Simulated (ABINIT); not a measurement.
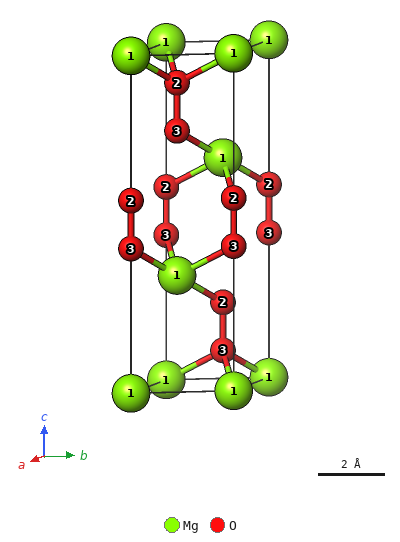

**Figure 1.** The structure (ball-and-stick view of the cell 3 times as large as that of the calculation, set on its symmetry axes, seen slightly off an axis; atoms are numbered from 1 in the order of the input). An atom can appear more than once, as a periodic image.

MgO₂: dielectric calculation (part 1 of 3)

MgO₂ (R-3m, 3 atoms in the cell), computed with Kohn-Sham DFT of a periodic cell, LDA-PZ, JTH PAW LDA v2.0, no spin polarisation (ABINIT 10.8.3).

The structure derives from a Materials Project entry. The geometry was changed: volume scaled by 0.96.

**The input**
```
ndtset 3

pp_dirpath "./"
pseudos "Mg.LDA_PW-JTH.xml, O.LDA_PW-JTH.xml"

acell 3*1.0
rprim
     2.9915732669     1.7271856310     6.5134270420
    -2.9915732669     1.7271856310     6.5134270420
     0.0000000000    -3.4543712621     6.5134270420
ntypat 2
znucl 12 8
natom 3
typat 1 2 2
chkprim 0
chksymtnons 0
tolsym 1.0e-6
xred
            0.0            0.0            0.0
   0.5712140000   0.5712140000   0.5712140000
   0.4287860000   0.4287860000   0.4287860000

ecut 625.861884 eV
pawecutdg 45.0

ngkpt 8 8 8
nshiftk 1
shiftk 0.0 0.0 0.0

ixc 2

nband 11
occopt 1

nstep 80
diemac 6.0

prteig 0
prtebands 0
prtwf 0
prtden 0
prtpot 0

kptopt1 1
tolvrs1 1.0e-11
prtwf1 1
tolwfr1 1.0e-15

iscf2 -3
rfelfd2 2
rfdir2 1 1 1
getwfk2 1
kptopt2 2
nqpt2 1
qpt2 0.0 0.0 0.0
tolwfr2 1.0e-18
prtwf2 1

rfelfd3 3
rfdir3 1 1 1
getwfk3 1
getddk3 2
kptopt3 2
nqpt3 1
qpt3 0.0 0.0 0.0
tolvrs3 1.0e-9
```

**File mrgddb.in**
```
merged_DDB
MgO2
2
runo_DS1_DDB
runo_DS3_DDB
```

**File anaddb.abi**
```
ddb_filepath "merged_DDB"
output_file "anaddb.abo"
outdata_prefix "ana"
asr 1
chneut 1
dipdip 1
dieflag 2
enunit 0
```

Launched with:
```bash
abinit run.abi > log 2>&1
mrgddb < mrgddb.in > mrgddb.log 2>&1
anaddb anaddb.abi > anaddb.log 2>&1
```

**What the program printed**
```
.Version 10.8.3 of ABINIT
 DATASET    1 : space group R-3 m (#166); Bravais hR (rhombohedral)
================================================================================
 Values of the parameters that define the memory need for DATASET  1.
     intxc =       0    ionmov =       0      iscf =      17    lmnmax =       8
     lnmax =       4     mgfft =      32  mpssoang =       2    mqgrid =    3001
     natom =       3  nloc_mem =       2    nspden =       1   nspinor =       1
    nsppol =       1      nsym =      12    n1xccc =       1    ntypat =       2
    occopt =       1   xclevel =       1
       mpw =        1084          nfft =       32768          nkpt =          65
 PAW method is used; the additional fine FFT grid is defined by:
   mgfftf=        48    nfftf =    110592
================================================================================
================================================================================

 DATASET    2 : space group R-3 m (#166); Bravais hR (rhombohedral)
================================================================================
 Values of the parameters that define the memory need for DATASET  2 (RF).
     intxc =       0      iscf =      -3    lmnmax =       8     lnmax =       4
     mgfft =      32  mpssoang =       2    mqgrid =    3001     natom =       3
  nloc_mem =       2    nspden =       1   nspinor =       1    nsppol =       1
      nsym =      12    n1xccc =       1    ntypat =       2    occopt =       1
   xclevel =       1
      nfft =       32768          nkpt =         260
================================================================================
================================================================================

 DATASET    3 : space group R-3 m (#166); Bravais hR (rhombohedral)
================================================================================
 Values of the parameters that define the memory need for DATASET  3 (RF).
     intxc =       0      iscf =       7    lmnmax =       8     lnmax =       4
     mgfft =      32  mpssoang =       2    mqgrid =    3001     natom =       3
  nloc_mem =       2    nspden =       1   nspinor =       1    nsppol =       1
      nsym =      12    n1xccc =       1    ntypat =       2    occopt =       1
   xclevel =       1
      nfft =       32768          nkpt =         260
================================================================================
================================================================================

--------------------------------------------------------------------------------
------------- Echo of variables that govern the present computation ------------
--------------------------------------------------------------------------------
 -outvars: echo values of preprocessed input variables --------
            acell      1.0000000000E+00  1.0000000000E+00  1.0000000000E+00 Bohr
              amu      2.43050000E+01  1.59994000E+01
          chkprim           0
      chksymtnons           0
           diemac      6.00000000E+00
             ecut      2.30000000E+01 Hartree
           getddk1          0
           getddk2          0
           getddk3          2
           getwfk1          0
           getwfk2          1
           getwfk3          1
             iscf1         17
             iscf2         -3
             iscf3          7
                       outvar_i_n : Printing only first  50 k-points.
              ixc           2
           jdtset        1    2    3
                       outvar_i_n : Printing only first  50 k-points.
           kptopt1          1
           kptopt2          2
           kptopt3          2
         kptrlatt        8    0    0      0    8    0      0    0    8
          kptrlen      4.78651723E+01
            natom           3
            nband1         11
            nband2         11
            nband3         11
           ndtset           3
            ngfft          32      32      32
          ngfftdg          48      48      48
             nkpt1         65
             nkpt2        260
             nkpt3        260
             nqpt1          0
             nqpt2          1
             nqpt3          1
            nstep          80
             nsym          12
           ntypat           2
        optdriver1          0
        optdriver2          1
        optdriver3          1
        pawecutdg      4.50000000E+01 Hartree
           prtden           0
        prtebands           0
           prteig           0
            prtwf1          1
            prtwf2          1
            prtwf3          0
           rfelfd1          0
           rfelfd2          2
           rfelfd3          3
            rprim      2.9915732669E+00  1.7271856310E+00  6.5134270420E+00
                      -2.9915732669E+00  1.7271856310E+00  6.5134270420E+00
                       0.0000000000E+00 -3.4543712621E+00  6.5134270420E+00
          spgroup         166
           tolsym      1.00000000E-06
           tolvrs1     1.00000000E-11
           tolvrs2     0.00000000E+00
           tolvrs3     1.00000000E-09
           tolwfr1     1.00000000E-15
           tolwfr2     1.00000000E-18
           tolwfr3     0.00000000E+00
            typat      1  2  2
           useylm           1
                       outvars : Printing only first  50 k-points.
           xangst      0.0000000000E+00  0.0000000000E+00  0.0000000000E+00
                       2.1206343351E-17 -3.0227589486E-11  5.9065078215E+00
                      -5.0829116789E-17 -2.2690322865E-11  4.4337636380E+00
            xcart      0.0000000000E+00  0.0000000000E+00  0.0000000000E+00
                       4.0074181066E-17 -5.7121865575E-11  1.1161682143E+01
                      -9.6053109953E-17 -4.2878495923E-11  8.3785989829E+00
             xred      0.0000000000E+00  0.0000000000E+00  0.0000000000E+00
                       5.7121400000E-01  5.7121400000E-01  5.7121400000E-01
                       4.2878600000E-01  4.2878600000E-01  4.2878600000E-01
            znucl       12.00000    8.00000

================================================================================

 chkinp: Checking input parameters for consistency, jdtset=   1.

 chkinp: Checking input parameters for consistency, jdtset=   2.

 chkinp: Checking input parameters for consistency, jdtset=   3.

================================================================================
== DATASET  1 ==================================================================

--- !DatasetInfo
iteration_state: {dtset: 1, }
dimensions: {natom: 3, nkpt: 65, mband: 11, nsppol: 1, nspinor: 1, nspden: 1, mpw: 1084, }
cutoff_energies: {ecut:  23.0, pawecutdg:  45.0, }
electrons: {nelect:   2.20000000E+01, charge:   0.00000000E+00, occopt:   1.00000000E+00, tsmear:   1.00000000E-02, }
meta: {optdriver: 0, ionmov: 0, optcell: 0, iscf: 17, paral_kgb: 0, }
...

 Exchange-correlation functional for the present dataset will be:
  LDA: Perdew-Zunger-Ceperley-Alder - ixc=2
  J.P.Perdew and A.Zunger, PRB 23, 5048 (1981)

 Real(R)+Recip(G) space primitive vectors, cartesian coordinates (Bohr,Bohr^-1):
 R(1)=  2.9915733  1.7271856  6.5134270  G(1)=  0.1671361  0.0964961  0.0511763
 R(2)= -2.9915733  1.7271856  6.5134270  G(2)= -0.1671361  0.0964961  0.0511763
 R(3)=  0.0000000 -3.4543713  6.5134270  G(3)=  0.0000000 -0.1929922  0.0511763
 Unit cell volume ucvol=  2.0192936E+02 bohr^3
 Angles (23,13,12)=  4.78776427E+01  4.78776427E+01  4.78776427E+01 degrees

 Coarse grid specifications (used for wave-functions):

 getcut: wavevector=  0.0000  0.0000  0.0000  ngfft=  32  32  32
         ecut(hartree)=     23.000   => boxcut(ratio)=   2.01118

 Fine grid specifications (used for densities):

 getcut: wavevector=  0.0000  0.0000  0.0000  ngfft=  48  48  48
         ecut(hartree)=     45.000   => boxcut(ratio)=   2.15600

--- Pseudopotential description ------------------------------------------------
- pspini: atom type   1  psp file is ./Mg.LDA_PW-JTH.xml
 Pseudopotential format is: paw10
 basis_size (lnmax)=  4 (lmn_size=  8), orbitals=   0   0   1   1
 Spheres core radius: rc_sph= 1.90157919
 Shapefunction is SIN type: shapef(r)=[sin(pi*r/rshp)/(pi*r/rshp)]**2
 Radius for shape functions =  1.70710089
 Compensation charge density is not taken into account in XC energy/potential

- pspini: atom type   2  psp file is ./O.LDA_PW-JTH.xml
 Pseudopotential format is: paw10
 basis_size (lnmax)=  4 (lmn_size=  8), orbitals=   0   0   1   1
 Spheres core radius: rc_sph= 1.41465230
 Shapefunction is SIN type: shapef(r)=[sin(pi*r/rshp)/(pi*r/rshp)]**2
 Radius for shape functions =  1.20231231
 Compensation charge density is not taken into account in XC energy/potential

   4.38994265E+02                                ecore*ucvol(ha*bohr**3)
--------------------------------------------------------------------------------

================================================================================

--- !BeginCycle
iteration_state: {dtset: 1, }
solver: {iscf: 17, nstep: 80, nline: 4, wfoptalg: 10, }
tolerances: {tolwfr: 1.00E-15, tolvrs: 1.00E-11, }
...

     iter   Etot(hartree)      deltaE(h)  residm     nres2
 ETOT  1  -92.168734555253    -9.217E+01 8.572E+00 1.084E+01
 ETOT  2  -95.915584908490    -3.747E+00 6.763E-02 8.605E+01
 ETOT  3  -95.880578478816     3.501E-02 1.112E-02 5.443E+01
 ETOT  4  -95.839653511903     4.092E-02 6.497E-04 2.324E+01
 ETOT  5  -95.809436268467     3.022E-02 4.742E-04 6.496E-01
 ETOT  6  -95.808755387735     6.809E-04 6.386E-05 3.548E-02
 ETOT  7  -95.808763515110    -8.127E-06 2.009E-06 1.240E-03
 ETOT  8  -95.808761588707     1.926E-06 3.129E-07 8.323E-04
 ETOT  9  -95.808761444923     1.438E-07 4.527E-08 1.751E-04
 ETOT 10  -95.808761183965     2.610E-07 8.175E-09 2.011E-06
 ETOT 11  -95.808761187035    -3.070E-09 4.212E-10 1.790E-06
 ETOT 12  -95.808761184566     2.469E-09 1.101E-10 1.580E-07
 ETOT 13  -95.808761184459     1.072E-10 1.073E-11 1.906E-09
 ETOT 14  -95.808761184462    -2.672E-12 1.311E-12 6.807E-10
 ETOT 15  -95.808761184462    -1.137E-13 1.094E-13 3.406E-10
 ETOT 16  -95.808761184461     4.263E-13 1.849E-14 2.691E-11
 ETOT 17  -95.808761184462    -3.837E-13 9.992E-16 1.784E-13

 At SCF step   17  max residual=  9.99E-16 < tolwfr=  1.00E-15 AND nres2   =  1.78E-13 < tolvrs=  1.00E-11 =>converged.

 Cartesian components of stress tensor (hartree/bohr^3)
  sigma(1 1)=  1.49342300E-04  sigma(3 2)=  5.58625725E-14
  sigma(2 2)=  1.49342299E-04  sigma(3 1)=  0.00000000E+00
  sigma(3 3)=  2.00855867E-04  sigma(2 1)=  0.00000000E+00

--- !ResultsGS
iteration_state: {dtset: 1, }
comment   : Summary of ground state results
lattice_vectors:
- [  2.9915733,   1.7271856,   6.5134270, ]
- [ -2.9915733,   1.7271856,   6.5134270, ]
- [  0.0000000,  -3.4543713,   6.5134270, ]
lattice_lengths: [   7.37275,    7.37275,    7.37275, ]
lattice_angles: [ 47.878,  47.878,  47.878, ] # degrees, (23, 13, 12)
lattice_volume:   2.0192936E+02
convergence: {deltae: -3.837E-13, res2:  1.784E-13, residm:  9.992E-16, diffor: null, }
etotal    :  -9.58087612E+01
entropy   :   0.00000000E+00
fermie    :   1.61663606E-01
cartesian_stress_tensor: # hartree/bohr^3
- [  1.49342300E-04,   0.00000000E+00,   0.00000000E+00, ]
- [  0.00000000E+00,   1.49342299E-04,   5.58625725E-14, ]
- [  0.00000000E+00,   5.58625725E-14,   2.00855867E-04, ]
pressure_GPa:  -4.8990E+00
xred      :
- [  0.0000E+00,   0.0000E+00,   0.0000E+00, Mg]
- [  5.7121E-01,   5.7121E-01,   5.7121E-01,  O]
- [  4.2879E-01,   4.2879E-01,   4.2879E-01,  O]
cartesian_forces: # hartree/bohr
- [ -0.00000000E+00,  -0.00000000E+00,  -0.00000000E+00, ]
- [  1.05366234E-18,   5.44597370E-19,  -5.78702815E-03, ]
- [ -1.05366234E-18,  -5.44597370E-19,   5.78702815E-03, ]
force_length_stats: {min:   0.00000000E+00, max:   5.78702815E-03, mean:   3.85801877E-03, }
...

 Integrated electronic density in atomic spheres:
 ------------------------------------------------
 Atom  Sphere_radius  Integrated_density
    1        1.90158          8.28774641
    2        1.41465          4.50927738
    3        1.41465          4.50927738

================================================================================

 ----iterations are completed or convergence reached----

 Mean square residual over all n,k,spin=   50.369E-17; max=  99.920E-17
 reduced coordinates (array xred) for    3 atoms
       0.000000000000      0.000000000000      0.000000000000
       0.571214000000      0.571214000000      0.571214000000
       0.428786000000      0.428786000000      0.428786000000
 rms dE/dt=  3.0777E-02; max dE/dt=  3.7693E-02; dE/dt below (all hartree)
    1       0.000000000000      0.000000000000      0.000000000000
    2       0.037693385662      0.037693385662      0.037693385662
    3      -0.037693385662     -0.037693385662     -0.037693385662

 cartesian coordinates (angstrom) at end:
    1      0.00000000000000     0.00000000000000     0.00000000000000
    2      0.00000000000000    -0.00000000003023     5.90650782146812
    3     -0.00000000000000    -0.00000000002269     4.43376363803413

 cartesian forces (hartree/bohr) at end:
    1     -0.00000000000000    -0.00000000000000    -0.00000000000000
    2      0.00000000000000     0.00000000000000    -0.00578702815260
    3     -0.00000000000000    -0.00000000000000     0.00578702815260
 frms,max,avg= 2.7280312E-03 5.7870282E-03   0.000E+00  0.000E+00  0.000E+00 h/b

 cartesian forces (eV/Angstrom) at end:
    1     -0.00000000000000    -0.00000000000000    -0.00000000000000
    2      0.00000000000000     0.00000000000000    -0.29758095235222
    3     -0.00000000000000    -0.00000000000000     0.29758095235222
 frms,max,avg= 1.4028101E-01 2.9758095E-01   0.000E+00  0.000E+00  0.000E+00 e/A
 length scales=  1.000000000000  1.000000000000  1.000000000000 bohr
              =  0.529177210544  0.529177210544  0.529177210544 angstroms
 Fermi (or HOMO) energy (hartree) =   0.16166   Average Vxc (hartree)=  -0.39485
 Eigenvalues (hartree) for nkpt=  65  k points:
 kpt#   1, nband= 11, wtk=  0.00195, kpt=  0.0000  0.0000  0.0000 (reduced coord)
  -2.50315   -1.30648   -1.30536   -1.30536   -0.62733   -0.36122   -0.13396    0.03351
   0.03351    0.12953    0.12953
 prteigrs : prtvol=0 or 1, do not print more k-points.

--- !EnergyTerms
iteration_state     : {dtset: 1, }
comment             : Components of total free energy in Hartree
kinetic             :  1.86204190756376E+01
hartree             :  2.11092533311966E+01
xc                  : -7.00906445443264E+00
Ewald energy        : -5.57056661360154E+01
psp_core            :  2.17399921927264E+00
local_psp           : -6.87686808991059E+01
PAW spherical_terms : -6.22902139356937E+00
total_energy        : -9.58087612570165E+01
total_energy_eV     : -2.60708920831366E+03
...

--- !EnergyTermsDC
iteration_state     : {dtset: 1, }
comment             : '"Double-counting" decomposition of free energy'
band_energy         : -1.45710858571597E+01
Ewald energy        : -5.57056661360154E+01
psp_core            :  2.17399921927264E+00
xc_dc               : -1.89443575206280E+01
PAW spherical_terms : -8.76165088993134E+00
total_energy_dc     : -9.58087611844617E+01
total_energy_dc_eV  : -2.60708920633934E+03
...

--- !EnergyTermsWithPAWCore
iteration_state     : {dtset: 1, }
comment             : 'Components of total free energy, including PAW core contributions'
Total energy        : -3.49175859693716E+02
Total energy DC     : -3.49175859621161E+02
Total energy (eV)   : -9.50155918589818E+03
Total energy DC (eV): -9.50155918392386E+03
...

 Cartesian components of stress tensor (hartree/bohr^3)
  sigma(1 1)=  1.49342300E-04  sigma(3 2)=  5.58625725E-14
  sigma(2 2)=  1.49342299E-04  sigma(3 1)=  0.00000000E+00
  sigma(3 3)=  2.00855867E-04  sigma(2 1)=  0.00000000E+00

-Cartesian components of stress tensor (GPa)         [Pressure= -4.8990E+00 GPa]
- sigma(1 1)=  4.39380216E+00  sigma(3 2)=  1.64353363E-09
- sigma(2 2)=  4.39380212E+00  sigma(3 1)=  0.00000000E+00
- sigma(3 3)=  5.90938362E+00  sigma(2 1)=  0.00000000E+00

================================================================================
== DATASET  2 ==================================================================

--- !DatasetInfo
iteration_state: {dtset: 2, }
dimensions: {natom: 3, nkpt: 260, mband: 11, nsppol: 1, nspinor: 1, nspden: 1, mpw: 1100, }
cutoff_energies: {ecut:  23.0, pawecutdg:  45.0, }
electrons: {nelect:   2.20000000E+01, charge:   0.00000000E+00, occopt:   1.00000000E+00, tsmear:   1.00000000E-02, }
meta: {optdriver: 1, rfelfd: 2, }
...

 mkfilename : getwfk/=0, take file _WFK from output of DATASET   1.

 Exchange-correlation functional for the present dataset will be:
  LDA: Perdew-Zunger-Ceperley-Alder - ixc=2
  J.P.Perdew and A.Zunger, PRB 23, 5048 (1981)
```
